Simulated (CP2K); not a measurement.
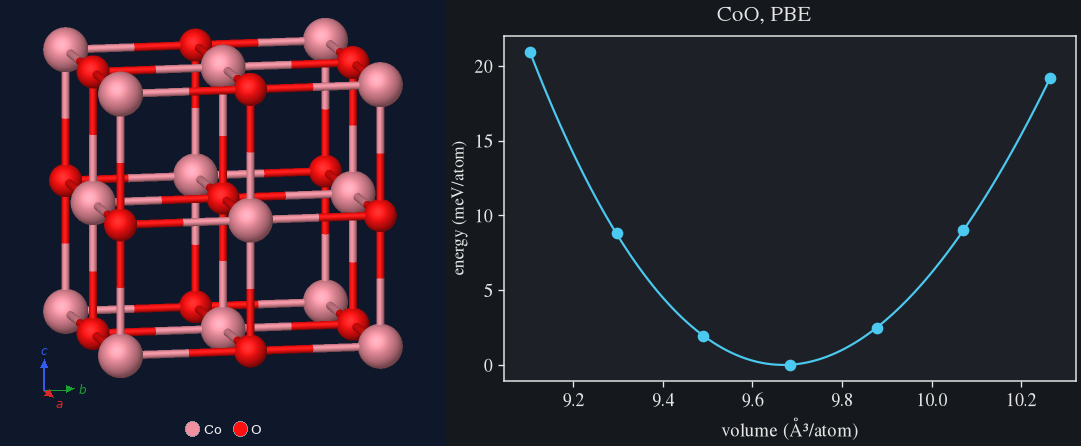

The plot gives the computed energy against volume for CoO, space group Fm-3m (No. 225). The conventional cell is drawn beside the plot.

Starting cell:
```
CELL_PARAMETERS angstrom
3.01440 0.00000 0.00000
1.50720 2.61054 0.00000
1.50720 0.87018 2.46124
ATOMIC_POSITIONS crystal
Co 0.00000 0.00000 0.00000
O 0.50000 0.50000 0.50000
```

Method: DFT in Gaussian orbitals with a plane-wave density, collinear spins; energies at scaled volumes of the given cell, shape and fractions fixed, counted from the fit's minimum, third-order Birch-Murnaghan fit (CP2K 2026.2). Level: PBE, collinear spin.

k mesh 11×11×11; occupations Fermi–Dirac; smearing width 0.05 eV; potentials GTH PBE with UZH TZVP basis; density cutoff 11560 eV; program settings ngrids 4, basis sets Co TZVP-MOLOPT-PBE-GTH-q17, basis sets O TZVP-MOLOPT-PBE-GTH-q6, cutoff ry 850 Ry, rel cutoff ry 60 Ry.

This calculation gives: equilibrium volume 9.67 Å³/atom and bulk modulus 184 GPa.

Now the level changes from PBE to PBEsol. Predict the effect.

The equilibrium volume falls from 9.67 to 9.23 Å³/atom (−4.6 %) and the bulk modulus rises from 184 to 208 GPa (+13 %).

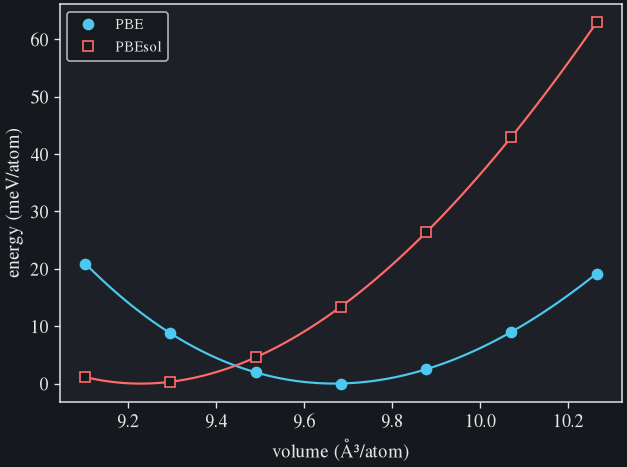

The two results together.

V0 and the bulk modulus come from third-order Birch–Murnaghan fits.
